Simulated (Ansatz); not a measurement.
# Nudged elastic band, with input and output: C62N (charge +1) (part 1 of 4)

The run: nudged elastic band of C62N (defect cell, 63 atoms in the cell, total charge +1). Method and program: DFT PBEsol, scalar-relativistic, plane waves, PAW, PAW set soft_1, no spin polarisation (Ansatz 0.2.0).

One setting was made poor on purpose. It belongs to a series of runs on one base structure; here: band between the two ends.

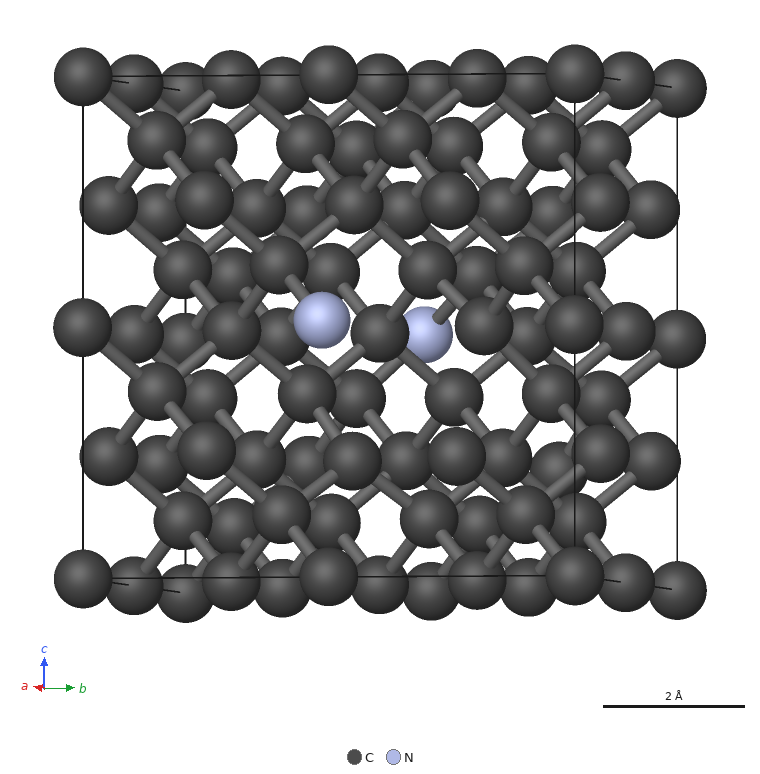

**Figure 1.** The structure as given in the input (ball-and-stick view of the cell of the calculation, seen at an oblique angle). An atom can appear more than once, as a periodic image. Near neighbours in the periodic cell (some may lie outside the picture): C has 4 C at 1.48 to 1.58 Å; C has 3 C at 1.48 to 1.50 Å; C has 3 C at 1.54 to 1.55 Å and 1 N at 1.48 Å; N has 3 C at 1.48 Å.

### The input
```yaml
crystal:
  lattice:
    - [7.14, 0.0, 0.0]
    - [0.0, 7.14, 0.0]
    - [0.0, 0.0, 7.14]
  atoms:
    - { symbol: C, position: [0.49932479, -0.00057853, 4.094e-05] }
    - { symbol: C, position: [0.62442609, 0.12496816, 0.12515265] }
    - { symbol: C, position: [0.74874048, 0.24914165, -0.00038092] }
    - { symbol: C, position: [0.87540175, 0.37818708, 0.12838354] }
    - { symbol: C, position: [0.74941817, 0.00048165, 0.25013949] }
    - { symbol: C, position: [0.87453054, 0.12459952, 0.37525371] }
    - { symbol: C, position: [0.00010949, 0.00043496, -0.00096692] }
    - { symbol: C, position: [0.12419387, 0.12506511, 0.12640667] }
    - { symbol: C, position: [0.24957744, 0.24917348, 0.00109584] }
    - { symbol: C, position: [0.37367915, 0.37455295, 0.12640372] }
    - { symbol: C, position: [0.49831888, 0.49864685, -0.00096663] }
    - { symbol: C, position: [0.62493235, 0.62568698, 0.12565386] }
    - { symbol: C, position: [0.74941683, 0.74933573, -0.00100264] }
    - { symbol: C, position: [0.87305882, 0.87382956, 0.12564621] }
    - { symbol: C, position: [0.24960074, -0.000154, 0.24946716] }
    - { symbol: C, position: [0.37483386, 0.12389823, 0.37582378] }
    - { symbol: C, position: [0.49888534, 0.24913692, 0.24946988] }
    - { symbol: C, position: [0.62763876, 0.37816426, 0.37611674] }
    - { symbol: C, position: [0.73770317, 0.49337722, 0.23844297] }
    - { symbol: C, position: [0.49831231, 0.00043321, 0.50083174] }
    - { symbol: C, position: [0.62567393, 0.12506865, 0.62492528] }
    - { symbol: C, position: [0.75252942, 0.251216, 0.49958963] }
    - { symbol: C, position: [0.88071199, 0.37387614, 0.62561613] }
    - { symbol: C, position: [0.74874567, -0.00015972, 0.75032394] }
    - { symbol: C, position: [0.87509536, 0.12389887, 0.87556489] }
    - { symbol: C, position: [-0.00088398, 0.49962927, 0.00053287] }
    - { symbol: C, position: [0.12057226, 0.62335882, 0.12834335] }
    - { symbol: C, position: [0.2496061, 0.75000032, -0.00039802] }
    - { symbol: C, position: [0.37377376, 0.87432111, 0.1251444] }
    - { symbol: C, position: [-0.001128, 0.25123134, 0.25326429] }
    - { symbol: C, position: [0.12489152, 0.37393307, 0.38149137] }
    - { symbol: C, position: [0.24753497, 0.49991517, 0.25323452] }
    - { symbol: C, position: [0.37415866, 0.62421291, 0.37525955] }
    - { symbol: C, position: [0.49828498, 0.74933335, 0.25013504] }
    - { symbol: C, position: [0.6249191, 0.87383017, 0.37378662] }
    - { symbol: C, position: [-0.00088451, -0.00107169, 0.49984219] }
    - { symbol: C, position: [0.12506795, 0.12269951, 0.62580801] }
    - { symbol: C, position: [0.25137435, 0.24735046, 0.50156398] }
    - { symbol: C, position: [0.37603683, 0.3736723, 0.62579404] }
    - { symbol: C, position: [0.49984665, 0.49962793, 0.49984979] }
    - { symbol: C, position: [0.62764561, 0.62336571, 0.6212912] }
    - { symbol: C, position: [0.73771586, 0.76104021, 0.50608654] }
    - { symbol: C, position: [0.8753931, 0.87110173, 0.62128497] }
    - { symbol: C, position: [0.24957182, -0.00164182, 0.75030166] }
    - { symbol: C, position: [0.37471451, 0.124025, 0.87544994] }
    - { symbol: C, position: [0.50037977, 0.24916398, 0.75030138] }
    - { symbol: C, position: [0.62566529, 0.37455154, 0.87441381] }
    - { symbol: C, position: [0.75252918, 0.4999051, 0.74824403] }
    - { symbol: C, position: [0.87452627, 0.62422473, 0.87486807] }
    - { symbol: C, position: [0.00537375, 0.76105122, 0.23841629] }
    - { symbol: C, position: [0.12054968, 0.87109684, 0.37611805] }
    - { symbol: "N", position: [0.01047007, 0.48818053, 0.51124928] }
    - { symbol: C, position: [0.12485365, 0.61796166, 0.62554639] }
    - { symbol: C, position: [0.24751689, 0.74621344, 0.49955941] }
    - { symbol: C, position: [0.37367602, 0.8730669, 0.6249224] }
    - { symbol: C, position: [0.00080587, 0.24734814, 0.75211687] }
    - { symbol: C, position: [0.12506854, 0.37366725, 0.87674954] }
    - { symbol: C, position: [0.25137705, 0.49789136, 0.75209438] }
    - { symbol: C, position: [0.37483856, 0.62364166, 0.8755585] }
    - { symbol: C, position: [0.49889134, 0.74999858, 0.75032711] }
    - { symbol: C, position: [0.62442871, 0.87432171, 0.87450352] }
    - { symbol: C, position: [-0.00115281, 0.74621598, 0.74823206] }
    - { symbol: C, position: [0.12419048, 0.87306558, 0.87439514] }
total_charge: 1
basis:
  ecutwfc: 420.0
kpoints:
  mp_grid: { grid: [2, 2, 2] }
hamiltonian:
  xc: pbesol
  pseudopotentials: { kind: paw, azcp: { folder: soft_1 } }
scf:
  occupations: { method: gaussian, width: 0.05 }
  lower_state_search: "off"
  max_iter: 72
neb:
  images: 3
  f_tol: 0.05
  max_iterations: 37
  order_check: false
  spring: 50.0
  optimiser: fire
  final_atoms:
    - { symbol: C, position: [0.4998398, 0.0001602, -0.0001602] }
    - { symbol: C, position: [0.62500526, 0.12582497, 0.12500526] }
    - { symbol: C, position: [0.75037468, 0.25113714, 0.00088081] }
    - { symbol: C, position: [0.87572312, 0.37798351, 0.12706496] }
    - { symbol: C, position: [0.74950992, 0.0014555, 0.24950992] }
    - { symbol: C, position: [0.87544674, 0.12528125, 0.37544674] }
    - { symbol: C, position: [-0.00053547, 0.00029261, -0.00029261] }
    - { symbol: C, position: [0.12580188, 0.12433769, 0.12496108] }
    - { symbol: C, position: [0.25011426, 0.24988574, 0.00076863] }
    - { symbol: C, position: [0.37566231, 0.37419812, 0.12496108] }
    - { symbol: C, position: [0.49970739, 0.50053547, -0.00029261] }
    - { symbol: C, position: [0.62319704, 0.62624891, 0.12319704] }
    - { symbol: C, position: [0.74950992, 0.75049008, -0.0014555] }
    - { symbol: C, position: [0.87375109, 0.87680296, 0.12319704] }
    - { symbol: C, position: [0.24886286, -0.00088081, 0.25037468] }
    - { symbol: C, position: [0.37624054, 0.12375946, 0.37446547] }
    - { symbol: C, position: [0.50088081, 0.25113714, 0.25037468] }
    - { symbol: C, position: [0.62706496, 0.37798351, 0.37572312] }
    - { symbol: C, position: [0.74971808, 0.50620551, 0.24971808] }
    - { symbol: C, position: [0.49970739, 0.00029261, 0.49946453] }
    - { symbol: C, position: [0.62496108, 0.12433769, 0.62580188] }
    - { symbol: C, position: [0.75400159, 0.25310048, 0.49915802] }
    - { symbol: C, position: [0.86917377, 0.36315491, 0.63684509] }
    - { symbol: C, position: [0.75037468, -0.00088081, 0.74886286] }
    - { symbol: C, position: [0.87446547, 0.12375946, 0.87624054] }
    - { symbol: C, position: [2.373e-05, 0.49997627, 0.00041852] }
    - { symbol: C, position: [0.12201649, 0.62427688, 0.12706496] }
    - { symbol: C, position: [0.24886286, 0.74962532, 0.00088081] }
    - { symbol: C, position: [0.37417503, 0.87499474, 0.12500526] }
    - { symbol: C, position: [-0.00084198, 0.25310048, 0.25400159] }
    - { symbol: C, position: [0.13684509, 0.36315491, 0.36917377] }
    - { symbol: C, position: [0.24689952, 0.50084198, 0.25400159] }
    - { symbol: C, position: [0.37471875, 0.62455326, 0.37544674] }
    - { symbol: C, position: [0.4985445, 0.75049008, 0.24950992] }
    - { symbol: C, position: [0.62319704, 0.87680296, 0.37375109] }
    - { symbol: C, position: [2.373e-05, -0.00041852, 0.50002373] }
    - { symbol: C, position: [0.12513056, 0.12372501, 0.62513056] }
    - { symbol: C, position: [0.24959399, 0.25040601, 0.50150084] }
    - { symbol: C, position: [0.37627499, 0.37486944, 0.62513056] }
    - { symbol: C, position: [0.50041852, 0.49997627, 0.50002373] }
    - { symbol: C, position: [0.62706496, 0.62427688, 0.62201649] }
    - { symbol: C, position: [0.74971808, 0.75028192, 0.49379449] }
    - { symbol: C, position: [0.87572312, 0.87293504, 0.62201649] }
    - { symbol: C, position: [0.25011426, -0.00076863, 0.75011426] }
    - { symbol: C, position: [0.37522071, 0.12477929, 0.87522071] }
    - { symbol: C, position: [0.50076863, 0.24988574, 0.75011426] }
    - { symbol: C, position: [0.62496108, 0.37419812, 0.87566231] }
    - { symbol: C, position: [0.75400159, 0.50084198, 0.74689952] }
    - { symbol: C, position: [0.87544674, 0.62455326, 0.87471875] }
    - { symbol: C, position: [-0.00620551, 0.75028192, 0.24971808] }
    - { symbol: C, position: [0.12201649, 0.87293504, 0.37572312] }
    - { symbol: "N", position: [-0.13599096, 0.63599096, 0.36400904] }
    - { symbol: C, position: [0.13684509, 0.63082623, 0.63684509] }
    - { symbol: C, position: [0.24689952, 0.74599841, 0.49915802] }
    - { symbol: C, position: [0.37566231, 0.87503892, 0.62580188] }
    - { symbol: C, position: [0.00150084, 0.25040601, 0.74959399] }
    - { symbol: C, position: [0.12513056, 0.37486944, 0.87627499] }
    - { symbol: C, position: [0.24959399, 0.49849916, 0.74959399] }
    - { symbol: C, position: [0.37624054, 0.62553453, 0.87624054] }
    - { symbol: C, position: [0.50088081, 0.74962532, 0.74886286] }
    - { symbol: C, position: [0.62500526, 0.87499474, 0.87417503] }
    - { symbol: C, position: [-0.00084198, 0.74599841, 0.74689952] }
    - { symbol: C, position: [0.12580188, 0.87503892, 0.87566231] }
```

Hardware: 4 threads of Arm Neoverse V1, 24 GiB of memory available, shared host.

Launch command:
```bash
ansatz run input.yaml --threads 4 --pin off --max-ram 10240MiB --backend cpu --events-out ev --progress --plain --runs-dir out
```

### What the program printed
```
Warning: neb: disabling space-group detection — the band's intermediate images generally break the endpoint symmetry, so no spatial operation reduces the k-mesh or symmetrises the density, except that a semilocal band can use its path's symmetry ahead of convergence; time reversal is kept, so that k and −k are solved as one point where they differ and the mesh holds both, and exact exchange and, on two spinor components, a DFT+U term hold to it where the run has them: on two components no moment then forms, and a state that bears one, which a typed moment (crystal.atoms[].spin; refused beside efield: under a hybrid functional) reaches, can lie lower, under hf by electronvolts; crystal.symmetry.detect: false (a key that needs symmetry detection or time reversal refuses this as the deck is read) with time_reversal: false beside it drops time reversal too
Warning: [file] the record states the generating functional pbe (its physics header spells it `PBE`), which answers neither for hamiltonian.xc's functional nor for the pbesol family's — results may be inconsistent (PPs are generated against a specific XC)
Warning: [file] the record states the generating functional pbe (its physics header spells it `PBE`), which answers neither for hamiltonian.xc's functional nor for the pbesol family's — results may be inconsistent (PPs are generated against a specific XC)
Engine: ansatz 0.2.0, aarch64-unknown-linux-gnu
Pseudopotentials: kind: paw
Pseudopotential: C, paw, valence charge 4, recommended cutoff 420 eV (normal), [file]
Pseudopotential: N, paw, valence charge 5, recommended cutoff 420 eV (normal), [file]
Functional definition: PBEsol
  exchange = pbesol_x
  correlation = pbesol_c
parallel-image band execution: 3 concurrent image workers
NEB image 0
Crystal: 63 atoms, lattice volume = 363.994 Å³
Basis set: ecut = 420 eV, 7123 PW (Γ), exchange–correlation on 96×96×96 points (8 copies of the dense FFT grid, shifted against one another)
Bands: 189, of which v1, the nominal top of the filled ones, is band 126 counted from 1 (125 counted from 0)
Symmetry: 1 space group operations
k-points: 8
Non-local potential: C, projectors of the file, l = 0: 2, l = 1: 2, l = 2: 1
Non-local potential: N, projectors of the file, l = 0: 2, l = 1: 2, l = 2: 1
PAW form: soft (Blöchl's): semilocal exchange-correlation on the pseudo side does not see the compensation charge
PAW frozen core: C, regenerated for the run's functional, and the local potential with it (the file was generated under x = pbe(κ = 0.804, μ = 0.2195149727645171), c = pbe(β = 0.06672455060314922))
PAW frozen core: N, regenerated for the run's functional, and the local potential with it (the file was generated under x = pbe(κ = 0.804, μ = 0.2195149727645171), c = pbe(β = 0.06672455060314922))
PAW one-centre angular grid: C, 110 points (default); XC on 64 Gauss nodes
PAW one-centre angular grid: N, 110 points (default); XC on 64 Gauss nodes
Initial density: superposition of atomic densities (chi_scale 0.1, normalization cell, long waves kept (reshape's long-wave potential 0.21 eV rms))
Initial wavefunctions: pseudopotential atomic-orbital guess
Functional: x = pbesol(κ = 0.804, μ = 0.12345679012345678), c = pbesol(β = 0.046)
SCF iter   1: F=—  HF=-15698.501408 eV  |F-HF|=—  |Δ(HF+E_count)|=         —  Δρ=1.36e-1  dr2=4.93e1  ethr=3.10e-3  ⟨swp⟩=5.4  Hψ=6226  notcnv=0  defer=249
preconditioner: auto → Resta (q_TF=auto, 2.566 Å⁻¹)  ε∞=4.3  [insulator: Δε(μ)=0.400 eV  Ē_g=16.931 eV  σ=0.050 eV  W_gap=1.00  n_scr=92 (ndim 8)  ℏωp=30.9 eV  f_vac=0.000  D(μ)=0.00/eV (n_scr^D=0)  ε∞_Penn≈4.3]
SCF iter   2: F=—  HF=-15685.708838 eV  |F-HF|=—  |Δ(HF+E_count)|=    1.28e1  Δρ=7.44e-2  dr2=1.55e1  ethr=3.10e-3  ⟨swp⟩=2.0  Hψ=2800  notcnv=0  defer=456
SCF iter   3: F=—  HF=-15679.934169 eV  |F-HF|=—  |Δ(HF+E_count)|=    5.77e0  Δρ=6.51e-3  dr2=8.93e-2  ethr=3.10e-3  ⟨swp⟩=2.8  Hψ=2208  notcnv=0  defer=456
SCF iter   4: F=—  HF=-15679.980150 eV  |F-HF|=—  |Δ(HF+E_count)|=   4.60e-2  Δρ=9.44e-4  dr2=2.88e-3  ethr=3.54e-5  ⟨swp⟩=2.9  Hψ=2741  notcnv=0  defer=456
SCF iter   5: F=—  HF=-15679.980634 eV  |F-HF|=—  |Δ(HF+E_count)|=   4.84e-4  Δρ=1.80e-4  dr2=7.16e-5  ethr=1.14e-6  ⟨swp⟩=2.0  Hψ=1738  notcnv=0  defer=456
SCF iter   6: F=—  HF=-15679.982228 eV  |F-HF|=—  |Δ(HF+E_count)|=   1.59e-3  Δρ=2.59e-5  dr2=1.57e-6  ethr=2.84e-8  ⟨swp⟩=2.0  Hψ=2057  notcnv=0  defer=456
SCF iter   7: F=-15679.982229 eV  HF=-15679.982229 eV  |F-HF|=4.84e-9  |Δ(HF+E_count)|=   8.58e-7  Δρ=4.26e-6  dr2=6.64e-8  ethr=3.97e-11  ⟨swp⟩=5.0  Hψ=4628  notcnv=0
SCF 1 converged in 7 iterations: F = -15679.982229 eV  dr2 = 6.64e-8
  greatest PAW one-centre occupation: 0.780 electrons in one spin orbital (limit 2), on the N atom at site 51 (counted from 0), in its partial waves of l = 0
NSCF: frozen V_eff on 8 k-points
NEB image 4
SCF iter   1: F=—  HF=-15698.500152 eV  |F-HF|=—  |Δ(HF+E_count)|=         —  Δρ=1.36e-1  dr2=4.93e1  ethr=3.10e-3  ⟨swp⟩=5.2  Hψ=6226  notcnv=0  defer=246
preconditioner: auto → Resta (q_TF=auto, 2.566 Å⁻¹)  ε∞=4.3  [insulator: Δε(μ)=0.401 eV  Ē_g=16.933 eV  σ=0.050 eV  W_gap=1.00  n_scr=92 (ndim 8)  ℏωp=30.9 eV  f_vac=0.000  D(μ)=0.00/eV (n_scr^D=0)  ε∞_Penn≈4.3]
SCF iter   2: F=—  HF=-15685.707715 eV  |F-HF|=—  |Δ(HF+E_count)|=    1.28e1  Δρ=7.44e-2  dr2=1.55e1  ethr=3.10e-3  ⟨swp⟩=2.0  Hψ=2800  notcnv=0  defer=456
SCF iter   3: F=—  HF=-15679.934343 eV  |F-HF|=—  |Δ(HF+E_count)|=    5.77e0  Δρ=6.51e-3  dr2=8.90e-2  ethr=3.10e-3  ⟨swp⟩=2.8  Hψ=2208  notcnv=0  defer=456
SCF iter   4: F=—  HF=-15679.980119 eV  |F-HF|=—  |Δ(HF+E_count)|=   4.58e-2  Δρ=9.44e-4  dr2=2.84e-3  ethr=3.53e-5  ⟨swp⟩=2.9  Hψ=2741  notcnv=0  defer=456
SCF iter   5: F=—  HF=-15679.980607 eV  |F-HF|=—  |Δ(HF+E_count)|=   4.88e-4  Δρ=1.79e-4  dr2=6.94e-5  ethr=1.13e-6  ⟨swp⟩=2.0  Hψ=1720  notcnv=0  defer=456
SCF iter   6: F=—  HF=-15679.982224 eV  |F-HF|=—  |Δ(HF+E_count)|=   1.62e-3  Δρ=2.62e-5  dr2=1.54e-6  ethr=2.76e-8  ⟨swp⟩=2.0  Hψ=2064  notcnv=0  defer=456
SCF iter   7: F=-15679.982225 eV  HF=-15679.982225 eV  |F-HF|=4.68e-9  |Δ(HF+E_count)|=   8.79e-7  Δρ=4.24e-6  dr2=6.60e-8  ethr=3.97e-11  ⟨swp⟩=5.0  Hψ=4622  notcnv=0
SCF 2 converged in 7 iterations: F = -15679.982225 eV  dr2 = 6.60e-8
NSCF: frozen V_eff on 8 k-points
NEB end point (image 0): max|allowed force component| = 1.898e-2 eV/Å (the criterion of neb.relax_end_points is 1.000e-2)
NEB end point (image 4): max|allowed force component| = 9.524e-3 eV/Å (the criterion of neb.relax_end_points is 1.000e-2)
NEB image 1
```
